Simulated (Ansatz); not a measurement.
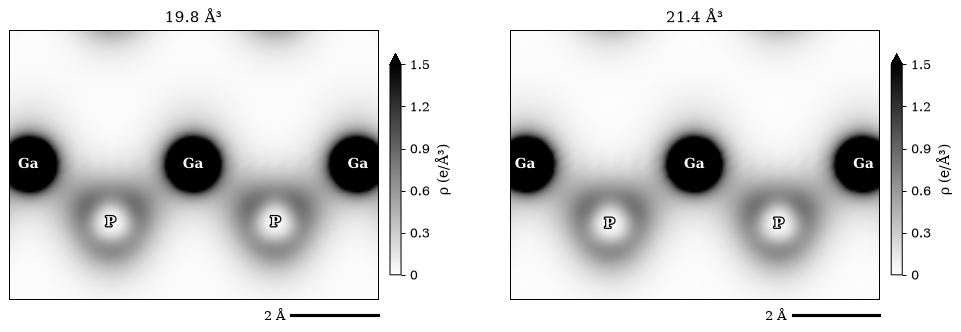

GaP. The valence pseudo-density of cells scaled evenly to different volumes (given per atom above each panel), on the (101̄) plane of each (indices in the axes of the cell below), at one length scale and on one colour scale.

These are results of Kohn-Sham DFT of a periodic cell, HSEsol, Ansatz PAW (Ansatz 0.2.0), not measurements.

The largest cell:

```xyz
2
Lattice="0.0000 2.7787 2.7787 2.7787 0.0000 2.7787 2.7787 2.7787 0.0000" Properties=species:S:1:pos:R:3 pbc="T T T"
Ga    0.0000    0.0000    0.0000
P     4.1680    4.1680    4.1680
```

| volume (Å³/atom) | Ga–P contact in the plane (Å) | ρ at its midpoint (e/Å³) | pressure (GPa) | gap on the mesh (eV) | 
| --- | --- | --- | --- | --- |
| 19.84 | 2.344 | 0.572 | 0.8 | 2.16 | 
| 20.24 | 2.360 | ? | ? | ? | 
| 21.45 | 2.406 | 0.522 | −5.6 | 2.22 | 

Question: What values belong in the row with question marks?

Answer: Over the known rows ln ρ falls by 1.48 per Å of Ga–P distance (the line through the two), which gives 0.559 e/Å³ at 2.360 Å; the calculation gives 0.559 e/Å³. For the pressure, a straight line in volume between the neighbouring rows gives −0.8 GPa; the calculation gives −1.0. For the gap on the mesh, a straight line in volume between the neighbouring rows gives 2.17 eV; the calculation gives 2.20.
